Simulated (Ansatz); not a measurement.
## Run report: Sn8HO16 (charge +1), geometry relaxation (part 3 of 3)

Sn8HO16 (defect cell, 25 atoms in the cell, total charge +1); DFT PBE, scalar-relativistic, plane waves, PAW, no spin polarisation (Ansatz 0.2.0); cutoff 420 eV, 3×3×3 k-mesh, Gaussian smearing of 0.02 eV. The structure derives from an entry of the Crystallography Open Database.

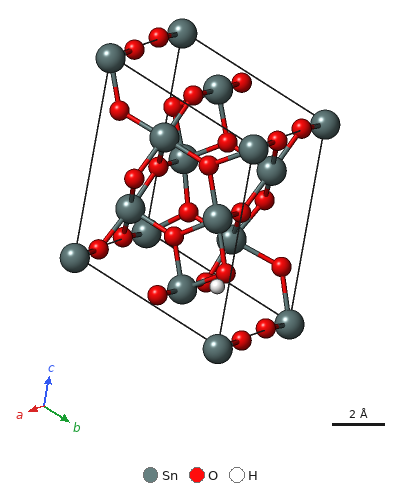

Fig. 1: The geometry at step 9 of the log (ball-and-stick view of the cell of the calculation, seen slightly off an axis).

### Trajectory as extended XYZ (Å, eV, eV/Å), 4 of the 13 frames kept, from step=1 to step=13
```
25
Lattice="-4.8274 -4.8274 0.0000 4.8274 -4.8274 0.0000 0.0000 4.8274 6.4761" Properties=species:S:1:pos:R:3:forces:R:3 step=1 energy=-57295.77397
Sn    0.0000   -4.8274    0.0000    0.2015   1.1738  -0.5590
Sn    0.0000   -4.8274    3.2381   -0.3396   0.3049   0.5066
Sn    0.0000    0.0000    0.0000   -0.1924  -1.8497  -0.9818
Sn    0.0000    0.0000    3.2381    0.5195  -0.5188   0.8303
Sn    2.4137   -2.4137    1.6190   -1.4868   0.3814   0.6352
Sn    2.4137   -2.4137    4.8571    0.4555   0.5353  -0.8086
Sn   -2.4137   -2.4137    1.6190    1.4616  -0.0064   0.8786
Sn   -2.4137   -2.4137    4.8571   -0.3700  -0.3272  -0.5324
O     1.4798   -3.3476    0.0000    0.2276   0.0822   0.1645
O     1.4798   -3.3476    3.2381    0.0738  -0.1127  -0.1032
O    -3.3476   -3.3476    0.0000   -1.4553   0.4488   0.8545
O    -3.3476   -3.3476    3.2381   -0.1309   0.0286  -0.2717
O     0.9339   -0.9339    1.6190   -0.1552   0.2975  -0.1637
O     0.9339   -0.9339    4.8571   -0.0429  -0.1156   0.2265
O     0.9339   -5.7613    1.6190   -0.3056  -0.9804  -0.5428
O    -3.8935   -0.9339    4.8571    0.1111   0.0693   0.1404
O    -1.4798   -6.3072    0.0000    0.9515  -0.4680   0.5761
O     3.3476   -1.4798    3.2381    0.0758  -0.0953  -0.2456
O    -1.4798   -1.4798    0.0000   -0.2294  -0.1021   0.1522
O    -1.4798   -1.4798    3.2381   -0.0036   0.1743  -0.1416
O     3.8935   -3.8935    1.6190    0.6625   1.3927  -0.8975
O    -0.9339    0.9339    4.8571   -0.1760  -0.0062   0.1058
O    -0.9339   -3.8935    1.6190    0.0274  -0.1602  -0.1563
O    -0.9339   -3.8935    4.8571    0.0826   0.0912   0.2923
H     0.0195   -7.3837    0.8052    0.0375  -0.2374   0.0412
25
Lattice="-4.8274 -4.8274 0.0000 4.8274 -4.8274 0.0000 0.0000 4.8274 6.4761" Properties=species:S:1:pos:R:3:forces:R:3 step=5 energy=-57297.62249
Sn    0.0137   -4.7886   -0.0094   -0.0624  -0.2447   0.1040
Sn   -0.0005   -4.8712    3.2100    0.0355   0.0772  -0.0985
Sn   -0.0152   -0.1231   -0.0819    0.3449  -0.4235  -0.5478
Sn    0.0192    0.0854    3.2448    0.1442  -0.2453   0.4692
Sn    2.3576   -2.3415    1.6216   -0.1507   0.2703  -0.0302
Sn    2.3332   -2.4020    4.8537   -0.1844  -0.2718   0.1754
Sn   -2.3645   -2.3992    1.6608   -0.1986  -0.0576  -0.2799
Sn   -2.3418   -2.4051    4.8700    0.0980   0.0120   0.0312
O     1.4992   -3.3305    0.0147    0.1375   0.0510   0.0468
O     1.4938   -3.3859    3.2001    0.0999   0.0700  -0.0202
O    -3.5981   -3.2102    0.0874    1.1552  -0.2124  -0.6732
O    -3.2895   -3.3316    3.2703   -0.1688  -0.0272  -0.0901
O     0.8877   -0.8918    1.6045   -0.1610   0.1314   0.0628
O     0.9324   -0.8725    4.8346   -0.0178  -0.0564   0.0470
O     0.8795   -5.8404    1.6089    0.1299   0.4146   0.0830
O    -3.8310   -0.9409    4.8356   -0.0783  -0.0218  -0.0945
O    -1.3952   -6.3494    0.0107   -0.4518   0.2851  -0.0985
O     3.2938   -1.4695    3.2566    0.0959  -0.0282  -0.1670
O    -1.5221   -1.5032    0.0013    0.0392   0.1536   0.0139
O    -1.4617   -1.3908    3.2206    0.0799   0.0847  -0.0278
O     4.1344   -3.5916    1.4831   -1.1069  -0.9840   0.7949
O    -0.9983    0.9529    4.8768    0.1169   0.0361  -0.2051
O    -0.9441   -3.8957    1.6038    0.0318  -0.0573   0.0355
O    -0.9285   -3.9469    4.8252   -0.0175   0.1300   0.0630
H     0.0384   -7.8970    0.9868    0.0886   0.9139   0.4062
25
Lattice="-4.8274 -4.8274 0.0000 4.8274 -4.8274 0.0000 0.0000 4.8274 6.4761" Properties=species:S:1:pos:R:3:forces:R:3 step=9 energy=-57298.29546
Sn   -0.0005   -4.8568   -0.0214    0.0328  -0.0509   0.0346
Sn   -0.0030   -4.8582    3.1950    0.0449  -0.0480  -0.0286
Sn    0.0455   -0.0008   -0.1038   -0.0487   0.0569   0.0148
Sn    0.0457    0.0033    3.2771   -0.0418   0.0538  -0.0171
Sn    2.2618   -2.3337    1.5878    0.0808  -0.0673   0.0033
Sn    2.4298   -2.4214    4.8251    0.0114  -0.0078  -0.0096
Sn   -2.3204   -2.4131    1.5876   -0.0475   0.0477   0.0101
Sn   -2.3954   -2.4197    4.8261    0.0123  -0.0177   0.0019
O     1.5364   -3.4209   -0.0071    0.0107  -0.0069  -0.0173
O     1.5371   -3.4240    3.1817    0.0083  -0.0001   0.0131
O    -3.2698   -3.3914   -0.0238    0.0455  -0.0222  -0.0514
O    -3.2661   -3.3929    3.2000    0.0471  -0.0124   0.0417
O     0.7965   -0.9097    1.5873    0.0151  -0.0025   0.0024
O     0.9014   -0.9989    4.8551   -0.0272   0.0034  -0.0251
O     0.7724   -6.0084    1.5874    0.0968   0.2661  -0.0152
O    -3.9272   -1.0015    4.7939   -0.0257   0.0117   0.0316
O    -1.5744   -6.2472   -0.0183   -0.0437   0.0221  -0.0355
O     3.2518   -1.4206    3.1934   -0.0483   0.0205   0.0384
O    -1.5144   -1.3812   -0.0209   -0.0010   0.0085  -0.0171
O    -1.5141   -1.3789    3.1956    0.0040   0.0076   0.0089
O     4.0972   -3.5652    1.5856   -0.2128  -0.3692  -0.0296
O    -0.8678    0.9886    4.8404    0.0130  -0.0116   0.0072
O    -0.8379   -3.8558    1.5869   -0.0160   0.0068  -0.0009
O    -0.8675   -3.8398    4.8101    0.0150  -0.0108  -0.0029
H    -0.1250   -7.5918    1.5695    0.0747   0.1223   0.0421
25
Lattice="-4.8274 -4.8274 0.0000 4.8274 -4.8274 0.0000 0.0000 4.8274 6.4761" Properties=species:S:1:pos:R:3:forces:R:3 step=13 energy=-57298.31153
Sn    0.0011   -4.8520   -0.0196   -0.0017   0.0007   0.0022
Sn    0.0009   -4.8519    3.1926    0.0007  -0.0001  -0.0015
Sn    0.0454   -0.0037   -0.1075   -0.0005  -0.0006   0.0033
Sn    0.0455   -0.0037    3.2806   -0.0014   0.0001  -0.0049
Sn    2.2619   -2.3355    1.5865   -0.0021   0.0031  -0.0005
Sn    2.4333   -2.4198    4.8238    0.0017   0.0001   0.0009
Sn   -2.3254   -2.4046    1.5865   -0.0083   0.0009   0.0001
Sn   -2.3942   -2.4196    4.8254    0.0014  -0.0001  -0.0007
O     1.5336   -3.4124   -0.0134   -0.0007   0.0008  -0.0007
O     1.5336   -3.4125    3.1864   -0.0007   0.0005   0.0004
O    -3.2773   -3.3846   -0.0242    0.0002  -0.0016   0.0011
O    -3.2773   -3.3847    3.1972    0.0005  -0.0007  -0.0008
O     0.8039   -0.9063    1.5866    0.0024  -0.0024  -0.0004
O     0.9039   -0.9972    4.8561    0.0007   0.0014  -0.0003
O     0.8160   -5.9458    1.5865    0.0031   0.0036   0.0002
O    -3.9236   -0.9970    4.7932    0.0011   0.0007  -0.0007
O    -1.5664   -6.2515   -0.0161    0.0006   0.0008  -0.0002
O     3.2611   -1.4242    3.1891    0.0002   0.0009   0.0004
O    -1.5092   -1.3853   -0.0264    0.0008  -0.0022  -0.0012
O    -1.5091   -1.3854    3.1994    0.0004  -0.0019   0.0011
O     4.0688   -3.6071    1.5862   -0.0053  -0.0117   0.0019
O    -0.8710    0.9838    4.8405    0.0001  -0.0002   0.0018
O    -0.8477   -3.8520    1.5865    0.0004   0.0009  -0.0004
O    -0.8710   -3.8436    4.8086   -0.0007   0.0004  -0.0013
H    -0.1448   -7.6435    1.5861    0.0071   0.0063   0.0003
```

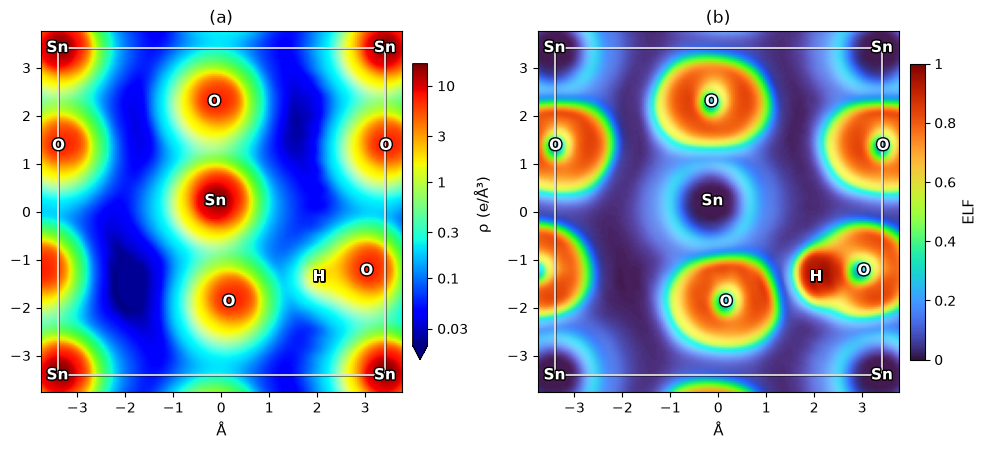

Fig. 2: (a) valence charge density (pseudo); (b) ELF on the (001) plane of the calculation cell. Atoms in the plane: Sn, O and H. O–H (1.00 Å): ρ is about 3.6 e/Å³ halfway; the ELF climbs to about 1 towards the hydrogen, as it does in any bond to H; a covalent bond by its length. Sn–O (2.04 Å): ρ at the midpoint is about 0.68 e/Å³; the ELF is about 0.25 at the midpoint. Sn–O (2.07 Å): ρ at the midpoint is about 0.64 e/Å³; the ELF is about 0.25 at the midpoint. Sn–O (2.21 Å): the density is about 0.47 e/Å³ at the midpoint; the ELF is about 0.20 at the midpoint. Away from the nuclei the density in this plane falls to 0.01 e/Å³ at its lowest. Core electrons are frozen (PAW), so the fields are smoothed inside the atomic spheres.

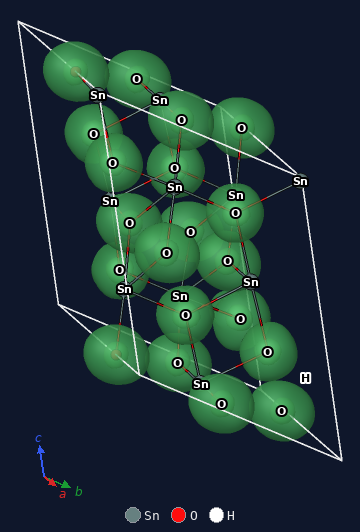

Fig. 3: Isosurface of the electron localisation function at 0.7 (green), seen slightly off an axis. Core shells and regions of very low density are left out. Sticks mark near contacts. The outline is the calculation cell. Values along the shortest contacts: Sn–O (2.04 Å): the ELF is about 0.25 at the midpoint.

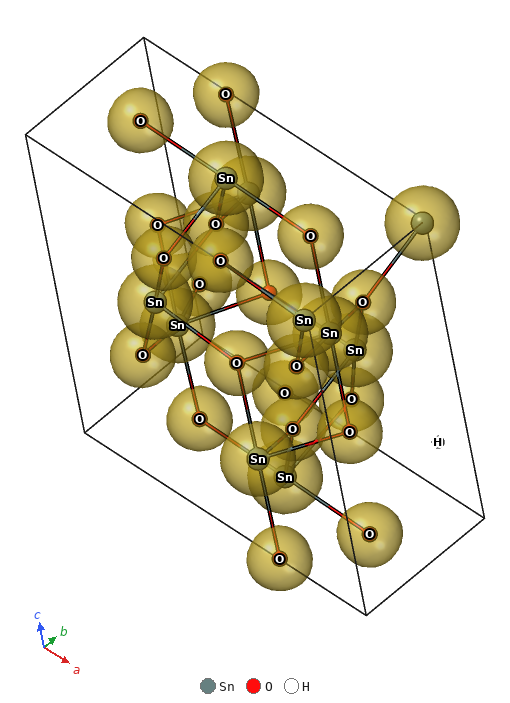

Fig. 4: Isosurface of the valence pseudo-density at 1.5 e/Å³ (yellow), seen slightly off an axis. Sticks mark near contacts. The outline is the calculation cell. At this value the density breaks into separate islands; it holds about 60 % of the electrons treated as valence (semicore included). It is pinched off along the Sn–O (2.04 Å), Sn–O (2.09 Å) and Sn–O (2.21 Å) contacts. On the grid the lowest density along these lines, outside the cores, is 2 e/Å³ (O–H, 1.00 Å), 0.68 e/Å³ (Sn–O, 2.04 Å), 0.62 e/Å³ (Sn–O, 2.09 Å) and 0.47 e/Å³ (Sn–O, 2.21 Å).

### Summary

| quantity | value |
| --- | --- |
| outcome | converged |
| electrons treated | 208 |
| free energy | −57298.3115 eV |
| Fermi energy | 9.084 eV |
| gap on the k-point mesh | 0.82 eV |
| final volume | 301.84 Å³ |
| largest force (length of the vector) at the end | 0.013 eV/Å |
| hardware | 4 threads of Intel Xeon (Sapphire Rapids), 64 GiB of memory available, shared host |
| wall time | 4.7 min (CPU time 18 min) |
| peak memory | 1.4 GiB |
